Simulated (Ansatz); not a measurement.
# SnO: 9 runs along one coordinate

System: SnO (P1, 4 atoms in the cell).
Method: DFT PBEsol, scalar-relativistic, plane waves, PAW, no spin polarisation (Ansatz 0.2.0).

The 9 runs differ only in the geometry, by a shift of atoms along one path in a fixed cell. The shift s is measured from run 5: Sn1 moves along the Cartesian direction (0.71, −0.71, 0.00). The structure derives from a Materials Project entry.

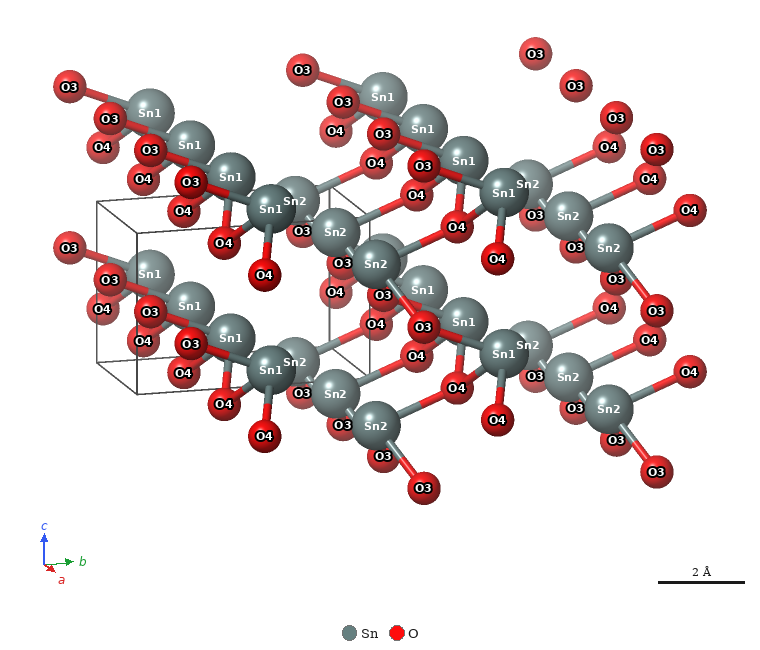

Figure 1. The structure of run 5 (ball-and-stick view of the cell of the calculation, repeated 3 × 2 × 2, seen slightly off an axis; bonded neighbours outside the cell are drawn too; atoms are numbered from 1 in the order of the input).

**Input of run 5**
```yaml
crystal:
  lattice:
    - [3.3156061815, 0.0, 0.0]
    - [0.0, 5.7049851891, 0.0]
    - [0.0, 0.0, 3.8941648049]
  atoms:
    - { symbol: Sn, position: [0.0106633108, 0.2275920098, 0.5261742991] }
    - { symbol: Sn, position: [0.5, 0.7662107192, 0.0261742991] }
    - { symbol: O, position: [0.0, 0.8853564082, 0.7238267009] }
    - { symbol: O, position: [0.5, 0.1146435918, 0.2238267009] }
basis:
  ecutwfc: 420
kpoints:
  mp_grid: { grid: [8, 6, 8] }
hamiltonian:
  xc: pbesol
scf:
  occupations: { method: gaussian, width: 0.05 }
output:
  forces: true
  stress: true
  eigenvalues: true
```

Lattice vectors (Å) and fractional positions of run 5:
```
   3.315606    0.000000    0.000000
   0.000000    5.704985    0.000000
   0.000000    0.000000    3.894165
Sn  0.010663  0.227592  0.526174
Sn  0.500000  0.766211  0.026174
O   0.000000  0.885356  0.723827
O   0.500000  0.114644  0.223827
```

Run 7 differs from it as follows:
```diff
-    - { symbol: Sn, position: [0.0106633108, 0.2275920098, 0.5261742991] }
+    - { symbol: Sn, position: [0.0319899323, 0.2151974679, 0.5261742991] }
```

**Results, with one run withheld**

```csv
run,shift s of Sn1 (Å),"free energy per atom, from the lowest run given (meV)",pressure (GPa),gap on the mesh (eV),force along the path (eV/Å)
1,−0.2500,34.97,−3.35,1.06,1.345
2,−0.2000,19.64,−2.68,1.11,1.098
3,−0.1500,7.74,−1.91,1.16,0.796
4,−0.1000,0.00,−1.02,1.20,0.432
5,0.0000,0.32,1.16,1.27,−0.508
6,0.0500,10.25,2.48,1.30,−1.095
7,0.1000,?,?,?,?
8,0.1250,40.29,4.81,1.34,−2.142
9,0.1500,54.90,5.69,1.34,−2.538
```

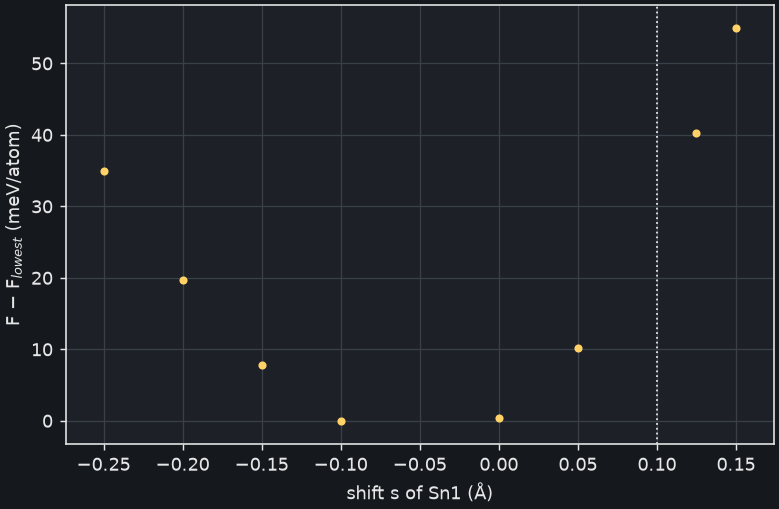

Figure 2. Free energy per atom of the runs given; the dotted line marks run 7.

What should run 7 give?

A cubic polynomial in the coordinate, fitted to the 8 runs given, misses them by at most 0.10 meV per atom. With x = s + 0.0469, it reads F = −2.8855 + 7.8118 x + 1205.7 x² + 1235.8 x³ (meV per atom). At run 7 it gives 28.20 meV per atom, and the run itself gives 28.07. The slope of the fit gives a force −dF/ds of −1.768 eV/Å along the path (summed over the atoms that move), and the printed forces give −1.771 eV/Å. The fit has its minimum at s = −0.0502 Å. The gap on the mesh goes, without turning, from 1.06 eV in run 1 to 1.34 eV in run 9; run 7 has 1.33 eV. These are gaps of this functional on this mesh, which can miss the band edges; they aren't the measured gap.

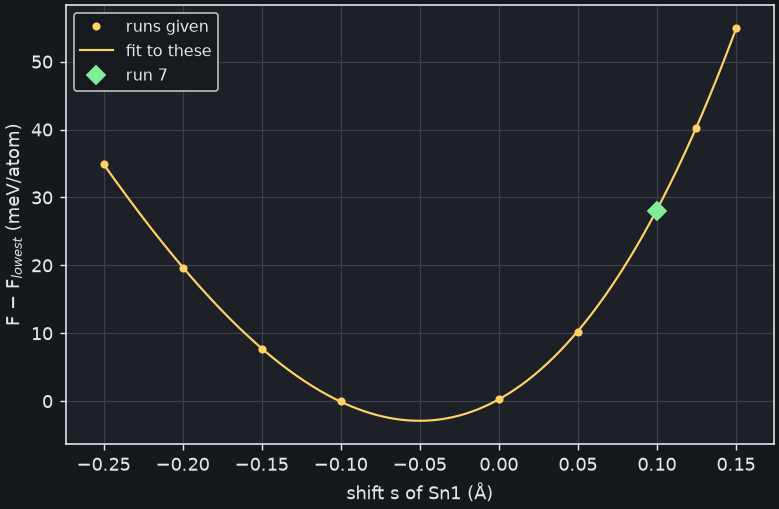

Figure 3. The fit and the withheld run.

**Output, shortened to warnings, some set-up lines, iterations and results (run 7)**
```
Basis set: ecut = 420 eV, 1449 PW (Γ), exchange–correlation on 48×80×54 points (8 copies of the dense FFT grid, shifted against one another)
Symmetry: 1 space group operations
k-points: 196 of 384 (time reversal used)
Initial density: superposition of atomic densities (neutral atoms: chi_scale 0, normalization atom), corrected by the library's trained network
[...]
SCF iter   1: F=—  HF=-13020.949865 eV  |F-HF|=—  |Δ(HF+E_count)|=         —  Δρ=1.40e-2  dr2=1.34e-1  ethr=1.77e-3  ⟨swp⟩=6.2  Hψ=21926  notcnv=0
SCF iter   2: F=—  HF=-13020.920730 eV  |F-HF|=—  |Δ(HF+E_count)|=   2.91e-2  Δρ=1.96e-3  dr2=2.65e-3  ethr=3.36e-4  ⟨swp⟩=2.2  Hψ=7983  notcnv=0
SCF iter   3: F=—  HF=-13020.920433 eV  |F-HF|=—  |Δ(HF+E_count)|=   2.97e-4  Δρ=7.14e-4  dr2=1.40e-4  ethr=6.63e-6  ⟨swp⟩=2.0  Hψ=6464  notcnv=0
SCF iter   4: F=—  HF=-13020.920473 eV  |F-HF|=—  |Δ(HF+E_count)|=   3.99e-5  Δρ=1.84e-4  dr2=4.70e-5  ethr=3.51e-7  ⟨swp⟩=2.0  Hψ=8586  notcnv=0
SCF iter   5: F=—  HF=-13020.920471 eV  |F-HF|=—  |Δ(HF+E_count)|=   2.28e-6  Δρ=4.07e-5  dr2=7.86e-7  ethr=1.18e-7  ⟨swp⟩=2.0  Hψ=8592  notcnv=0
SCF iter   6: F=-13020.920471 eV  HF=-13020.920471 eV  |F-HF|=9.65e-8  |Δ(HF+E_count)|=   4.23e-7  Δρ=1.32e-5  dr2=5.50e-8  ethr=2.50e-10  ⟨swp⟩=7.1  Hψ=22878  notcnv=0
SCF 1 converged in 6 iterations: F = -13020.920471 eV  dr2 = 5.50e-8
SCF converged after 6 iterations
Free energy (F): -13020.920471 eV
Harris-Foulkes:  -13020.920471 eV  (|F-HF|=9.65e-8)
Internal energy: -13020.920471 eV  (E = F + TS)
E sigma→0 (E₀):  -13020.920471 eV
Fermi energy:    8.994518 eV
--- Per-component energies (eV) ---
  E_band       = -219.731528
  E_kinetic    = 724.718708
  E_local      = -2925.734817  (includes V_loc(G=0)·N_el)
  E_nonlocal   = 36.512232
  E_hartree    = 1552.916113
  E_xc         = -904.575995
  E_vxc        = -381.091239  (∫ρ·V_xc dr)
  E_paw        = -8434.609324  (= ΣΔE_a)
  E_vpaw       = -779.975824  (= ΣTr[D̂ρ^β])
  E_aug_tail   = 0.004844  (compensation charges beyond the density's cutoff)
  E_ewald      = -3070.792488
  E_core_change = 0.640255  (= ΣΔE_core)
  E_smearing   = -0.000000  (= −TS)
  E_closure    = 0.000000  (closes the sum)
  Σ components = -13020.920471   (vs F -13020.920471, Δ=0.00e0)
--- Forces (eV/Å), atoms counted from 1 ---
  atom   1  Sn    -0.80725995     1.69661897     0.28955779
  atom   2  Sn     0.04775032    -0.40044112     0.08269275
  atom   3  O      0.03794464    -0.76097418     0.14312774
  atom   4  O      0.72155616    -0.53519486    -0.51522497
  max |Σ_I F_I| component: 1.53e-4 eV/Å
--- Stress (GPa, compression-positive) ---
        3.243680      -1.226731      -1.907322
       -1.226731       5.587510      -0.605048
       -1.907320      -0.605050       3.136573
  P = ⅓ Tr σ = 3.9893 GPa (39.893 kbar)
```
